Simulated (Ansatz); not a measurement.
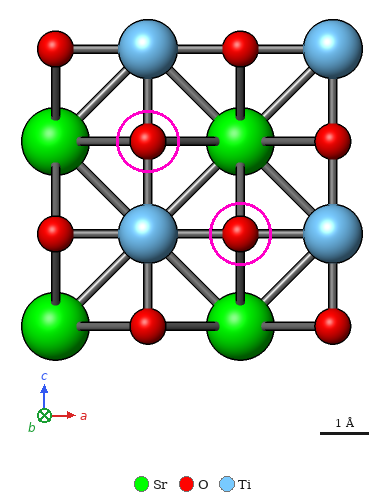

Perfect SrTiO₃. A ball-and-stick model of the atoms within 4.9 Å of one point, in a slice 5.0 Å thick across the line of sight, seen along the b axis.

Method: DFT, PBEsol, PAW, plane waves (Ansatz). Set-up: plane-wave cutoff 420 eV; k-point mesh 1 × 1 × 1; mesh shifted by (0.25, 0.25, 0.25); collinear spin. Fermi-Dirac smearing of 0.01 eV. The axes drawn are those of the host's conventional cell.

An oxygen atom is replaced by strontium and an extra oxygen atom is put between the host's atoms (an interstitial), the two sites 3.4 Å apart at the ringed places, in charge state 0. The supercell has 40 sites, and the atoms are relaxed at the host's cell.

> How do the neighbours respond?

In the host the O atom has 2 Ti at 1.95 Å; the Sr atom ends with 5 O at 2.18 to 2.54 Å. The O atom starts with 4 O at 1.94 to 1.95 Å, 2 Sr at 1.95 Å around its place and ends with 2 Ti at 1.87 to 2.07 Å. Of the host's atoms, an oxygen atom moves furthest from its site, by 2.51 Å. The Sr atom itself moves 3.57 Å from where it was put. The O atom itself moves 1.16 Å from where it was put. The cell's net moment is 2.00 μB.

The relaxed defect, seen from the same direction:

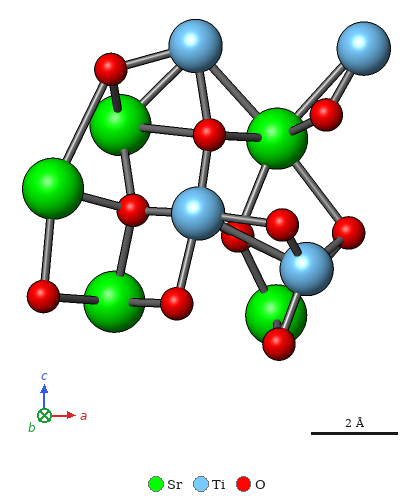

Limits of the set-up: the periodic images lie only 7.8 Å apart, so the values are limited by the cell's size.
